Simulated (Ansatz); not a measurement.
HfS2: phonon calculation

The run: phonon calculation of HfS2 (P-3m1, 3 atoms in the cell). Method and program: DFT LDA, scalar-relativistic, plane waves, PAW, no spin polarisation (Ansatz 0.2.0).

The structure derives from a Materials Project entry. It belongs to a series of runs on one base structure; here: zone-centre phonons at 15 GPa. Figures and captions count atoms from 1; the log counts them from 0 in places.

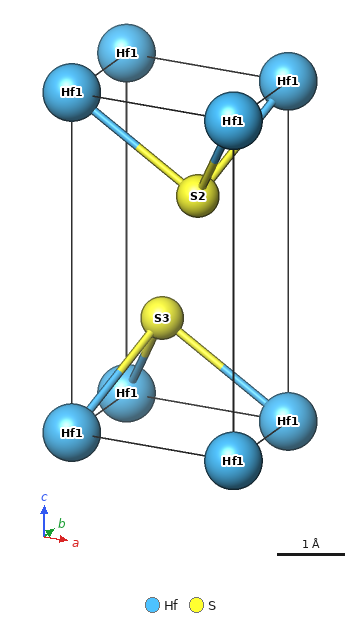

*The structure (ball-and-stick view of the cell of the calculation, seen slightly off an axis; atoms are numbered from 1 in the order of the input).*

Near neighbours in the crystal (not all of them lie inside the picture): Hf has 6 S at 2.45 Å; S has 3 Hf at 2.45 Å.

**Summary**

```csv
quantity,value
outcome,converged
space group (tolerance 0.01 Å),P-3m1 (164)
electrons treated,38
free energy,−17220.2716 eV
Fermi energy,13.893 eV
gap on the k-point mesh,none (metallic)
hardware,"1 thread of Intel Xeon @ 2.50GHz (Skylake/Cascade Lake), 64 GiB of memory available, shared host"
wall time,2.5 min
peak memory,1.4 GiB
```

**Notes**

Spin–orbit coupling is left out, which matters for Hf.

**Input**
```yaml
crystal:
  lattice:
    - [3.369909716, 0.0, 0.0]
    - [-1.684954858, 2.9184274225, 0.0]
    - [0.0, 0.0, 5.1767466925]
  atoms:
    - { symbol: Hf, position: [0.0, 0.0, 0.0] }
    - { symbol: S, position: [0.6666666667, 0.3333333333, 0.7125560288] }
    - { symbol: S, position: [0.3333333333, 0.6666666667, 0.2874439712] }
basis:
  ecutwfc: 420
kpoints:
  mp_grid: { grid: [12, 12, 8] }
hamiltonian:
  xc: lda
scf:
  occupations: { method: gaussian, width: 0.01 }
output:
  eigenvalues: true
phonons:
  method: dfpt
  eigenvectors: true
```

Command:
```bash
ansatz run input.yaml --threads 1 --pin off --max-ram 3072MiB --backend cpu --events-out ev --progress --plain --runs-dir out
```

**Log**
```
Engine: ansatz 0.2.0, x86_64-unknown-linux-gnu
Pseudopotentials: kind: paw
Pseudopotential: Hf, paw, valence charge 26, recommended cutoff 420 eV (normal), Hf.paw.azcp
Pseudopotential: S, paw, valence charge 6, recommended cutoff 420 eV (normal), S.paw.azcp
Functional definition: SPW92
  exchange = slater_x
  correlation = pw_c
Crystal: 3 atoms, lattice volume = 50.912 Å³
Basis set: ecut = 420 eV, 977 PW (Γ), exchange–correlation on 48×48×72 points (8 copies of the dense FFT grid, shifted against one another)
Bands: 23, of which v1, the nominal top of the filled ones, is band 19 counted from 1 (18 counted from 0)
Symmetry: 12 space group operations
k-points: 320 of 1152 (irreducible under 2 space group operations, time reversal used)
Non-local potential: Hf, projectors of the file, l = 0: 3, l = 1: 2, l = 2: 2, l = 3: 3
Non-local potential: S, projectors of the file, l = 0: 2, l = 1: 2, l = 2: 2
PAW form: soft (Blöchl's): semilocal exchange-correlation on the pseudo side does not see the compensation charge
PAW frozen core: Hf, regenerated for the run's functional, and the local potential with it (the file was generated under x = pbe(κ = 0.804, μ = 0.2195149727645171), c = pbe(β = 0.06672455060314922))
PAW frozen core: S, regenerated for the run's functional, and the local potential with it (the file was generated under x = pbe(κ = 0.804, μ = 0.2195149727645171), c = pbe(β = 0.06672455060314922))
PAW one-centre angular grid: Hf, 590 points (default); XC on 64 Gauss nodes
PAW one-centre angular grid: S, 110 points (default); XC on 64 Gauss nodes
Initial density: superposition of atomic densities (neutral atoms: chi_scale 0, normalization atom), corrected by the library's trained network
Initial wavefunctions: pseudopotential atomic-orbital guess
Functional: x = slater, c = lda
SCF iter   1: F=—  HF=-17220.277442 eV  |F-HF|=—  |Δ(HF+E_count)|=         —  Δρ=6.58e-3  dr2=2.56e-2  ethr=1.77e-3  ⟨swp⟩=6.0  Hψ=32949  notcnv=0
preconditioner: auto → Resta (q_TF=auto, 2.598 Å⁻¹)  ε∞=5.0  [insulator: Δε(μ)=0.011 eV  Ē_g=15.656 eV  σ=0.010 eV  W_gap=0.53  n_scr=22 (ndim 8)  ℏωp=31.2 eV  f_vac=0.004  D(μ)=0.51/eV (n_scr^D=2)  ε∞_Penn≈5.0]
SCF iter   2: F=—  HF=-17220.272343 eV  |F-HF|=—  |Δ(HF+E_count)|=   5.10e-3  Δρ=3.18e-3  dr2=2.39e-3  ethr=6.74e-5  ⟨swp⟩=2.6  Hψ=13571  notcnv=0  defer=3
SCF iter   3: F=—  HF=-17220.271849 eV  |F-HF|=—  |Δ(HF+E_count)|=   4.94e-4  Δρ=1.32e-3  dr2=5.34e-4  ethr=6.30e-6  ⟨swp⟩=2.0  Hψ=14343  notcnv=0  defer=3
SCF iter   4: F=—  HF=-17220.271596 eV  |F-HF|=—  |Δ(HF+E_count)|=   2.52e-4  Δρ=5.50e-4  dr2=1.05e-4  ethr=1.41e-6  ⟨swp⟩=2.2  Hψ=13203  notcnv=0  defer=3
SCF iter   5: F=—  HF=-17220.271581 eV  |F-HF|=—  |Δ(HF+E_count)|=   1.52e-5  Δρ=8.49e-5  dr2=5.57e-6  ethr=2.77e-7  ⟨swp⟩=1.4  Hψ=8966  notcnv=0  defer=3
SCF iter   6: F=—  HF=-17220.271584 eV  |F-HF|=—  |Δ(HF+E_count)|=   2.33e-6  Δρ=3.12e-5  dr2=4.01e-7  ethr=1.47e-8  ⟨swp⟩=2.0  Hψ=13438  notcnv=0  defer=3
SCF iter   7: F=—  HF=-17220.271582 eV  |F-HF|=—  |Δ(HF+E_count)|=   1.79e-6  Δρ=4.76e-6  dr2=1.13e-8  ethr=1.06e-9  ⟨swp⟩=2.0  Hψ=11557  notcnv=0  defer=3
SCF iter   8: F=—  HF=-17220.271582 eV  |F-HF|=—  |Δ(HF+E_count)|=  1.60e-10  Δρ=1.61e-6  dr2=8.83e-10  ethr=2.98e-11  ⟨swp⟩=2.0  Hψ=11877  notcnv=0  defer=3
SCF iter   9: F=—  HF=-17220.271582 eV  |F-HF|=—  |Δ(HF+E_count)|=  1.75e-10  Δρ=5.49e-7  dr2=9.96e-11  ethr=2.32e-12  ⟨swp⟩=2.0  Hψ=13033  notcnv=0  defer=3
SCF iter  10: F=-17220.271582 eV  HF=-17220.271582 eV  |F-HF|=0.00e0  |Δ(HF+E_count)|=  9.46e-11  Δρ=4.20e-8  dr2=6.93e-13  ethr=1.00e-12  ⟨swp⟩=4.9  Hψ=37809  notcnv=0
SCF 1 converged in 10 iterations: F = -17220.271582 eV  dr2 = 6.93e-13
  greatest PAW one-centre occupation: 0.998 electrons in one spin orbital (limit 2), on the Hf atom at site 0 (counted from 0), in its partial waves of l = 3
```

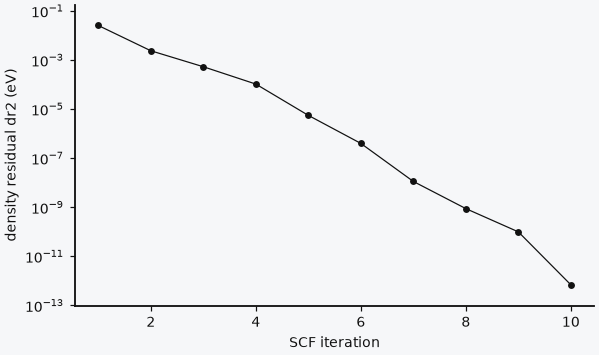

*Convergence of the self-consistent field: density residual dr2 against the SCF iteration.*

The residual falls at every step.

```
DFPT response loops at Γ: preconditioner auto → Kerker (q_TF=auto, 2.598 Å⁻¹) (partly filled bands, converged f_vac=0.002); β = 1.00, the filter's whole step (`scf.mixing.beta` (0.50) is not read by the response loops under this deck's `scf.mixing.preconditioner`; to damp them name `kerker` or `kerker_dos`, under which they read `scf.mixing.beta`, and type it under 1.00, their step now; both keys bind the ground state too); Broyden in place of MSR1
SCF converged after 10 iterations
Free energy (F): -17220.271582 eV
Harris-Foulkes:  -17220.271582 eV  (|F-HF|=0.00e0)
Internal energy: -17220.271555 eV  (E = F + TS)
E sigma→0 (E₀):  -17220.271568 eV
Entropy (-TS):   -0.000027 eV (-0.009 meV/atom)
Fermi energy:    13.893318 eV
--- Per-component energies (eV) ---
  E_band       = -35.559387
  E_kinetic    = 648.543813
  E_local      = -7056.679688  (includes V_loc(G=0)·N_el)
  E_nonlocal   = -1171.928863
  E_hartree    = 3295.805385
  E_xc         = -494.808003
  E_vxc        = -448.178096  (∫ρ·V_xc dr)
  E_paw        = -7824.836604  (= ΣΔE_a)
  E_vpaw       = 1401.072657  (= ΣTr[D̂ρ^β])
  E_aug_tail   = 0.000001  (compensation charges beyond the density's cutoff)
  E_ewald      = -4619.131234
  E_core_change = 2.763638  (= ΣΔE_core)
  E_smearing   = -0.000027  (= −TS)
  E_closure    = -0.000000  (closes the sum)
  Σ components = -17220.271582   (vs F -17220.271582, Δ=0.00e0)
--- Band table (eV; the first three rows and the last of 320) ---
  k-point 0: bands = ["-47.8989", "-16.7506", "-16.5199", "-16.5199", "-0.9886", "1.6793", "2.1114", "2.1189", "2.1189", "2.1529", "2.1529", "2.1596", "2.5572", "7.0187", "10.6047", "10.6047", "13.8522", "13.8522", "14.4567", "15.5755", "15.5755", "15.5825", "18.3074"]
  k-point 1: bands = ["-47.8989", "-16.7512", "-16.5199", "-16.5199", "-0.9083", "1.5909", "2.1110", "2.1188", "2.1188", "2.1529", "2.1529", "2.1596", "2.4361", "7.3063", "10.6324", "10.6324", "13.7407", "13.7407", "13.8224", "15.5460", "15.5460", "15.8993", "18.5168"]
  k-point 2: bands = ["-47.8989", "-16.7526", "-16.5198", "-16.5198", "-0.6718", "1.2698", "2.1097", "2.1187", "2.1187", "2.1530", "2.1530", "2.1596", "2.2530", "8.0458", "10.7042", "10.7042", "12.6972", "13.4899", "13.4899", "15.4720", "15.4720", "16.1804", "19.0544"]
  k-point 319: bands = ["-47.8786", "-16.8764", "-16.7069", "-16.6547", "1.0067", "1.5475", "2.1121", "2.1314", "2.1347", "2.1421", "2.1542", "2.1871", "2.3528", "8.2920", "8.4160", "10.2556", "10.7479", "11.7012", "11.8127", "15.8685", "15.9627", "18.6534", "19.4639"]
--- Phonons (Γ-DFPT): 4 representative perturbations + reference, on 320 of 1152 k-points (Σ response iterations 14) ---
  k mesh reduced under 2 symmetry operations, with k and −k counted as one. Each operation leaves every solved perturbation unchanged. A smaller set is not used because it would not reduce the number of displacements times k-points to solve
  ASR residual: 8.224e-5 → 0.000e0 eV/Å²; symmetrization residual: 4.526e-5 eV/Å²
  ASR residual per site (eV/Å²): 8.22e-5 2.54e-5 2.54e-5
  Γ frequencies (cm⁻¹): 0.00 0.00 0.00 188.14 188.14 279.84 279.84 352.37 401.10
  non-analytic LO–TO correction: not included (Born effective charges unavailable; polar crystals: no LO–TO splitting at Γ)
```

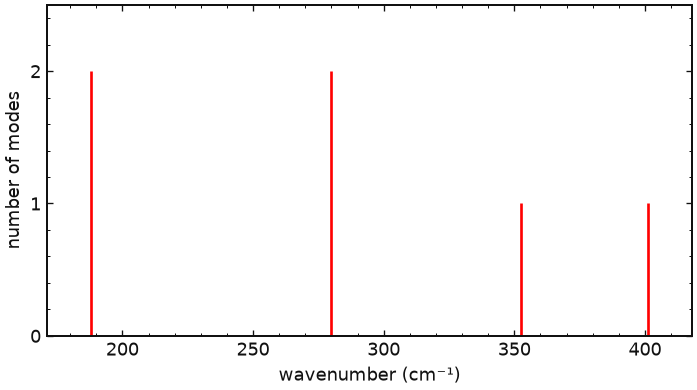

*Optical phonons at the zone centre (no LO–TO term); neighbouring modes closer than 3 cm⁻¹ are counted in one stick.*

6 modes from 188 to 401 cm⁻¹, none imaginary.

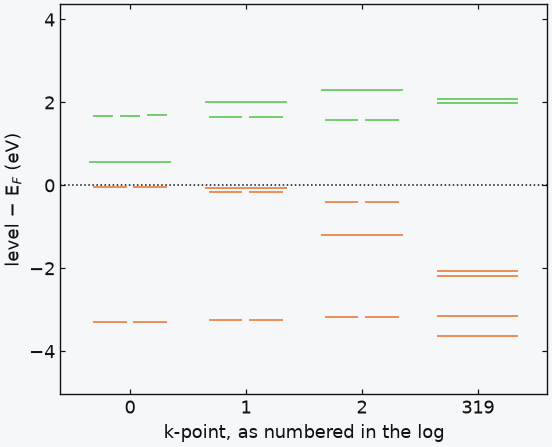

*Kohn–Sham levels near the Fermi level (dotted) at the few k-points that the log prints; levels within 0.02 eV of each other stand side by side.*

The system is metallic on the full mesh.
